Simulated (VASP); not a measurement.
```xyz
4
Lattice="3.2486 -3.2486 0.0000 3.2486 3.2486 0.0000 0.0000 0.0000 6.4486" Properties=species:S:1:pos:R:3 pbc="T T T"
Cd    0.0000    0.0000    0.0000
Cd    3.2486    0.0000    3.2243
Te    1.6243    1.6243    1.6121
Te    1.6243   -1.6243    4.8364
```

Space group I-4m2.

Computed with Kohn-Sham DFT of a periodic cell, TB-mBJ, spin-orbit coupling, VASP PAW PBE potentials, recommended in VASP.

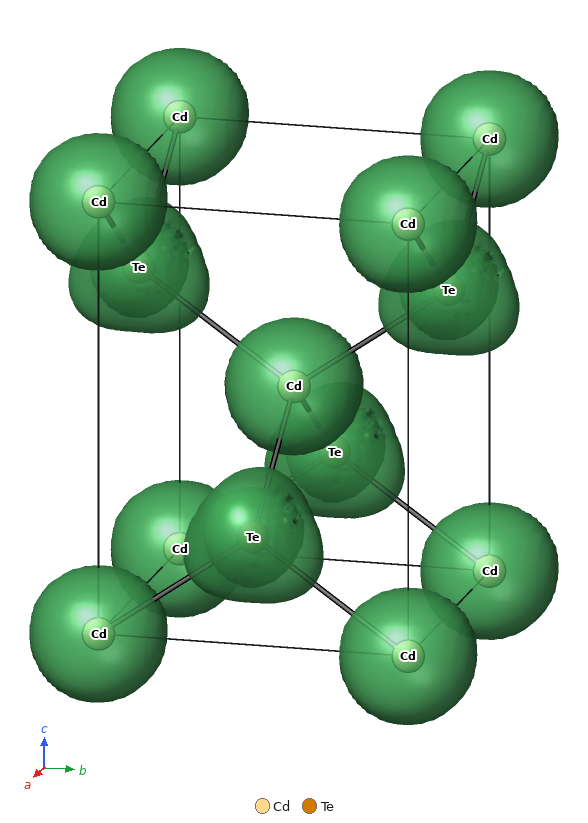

CdTe. Isosurface of the valence electron density at 0.5 e/Å³ (green), seen slightly off an axis. Sticks mark near contacts.

In a PAW calculation such maps are meaningful between the atoms, not at the nuclei.

### How is the density connected at this value?

At this value the density breaks into separate islands; it holds about 55 % of the electrons treated as valence. It bridges none of the near contacts. It is pinched off along the shortest Cd–Te (2.81 Å) contacts. On the grid the lowest density along these lines, outside the cores, is 0.33 e/Å³ (Cd–Te, 2.81 Å).
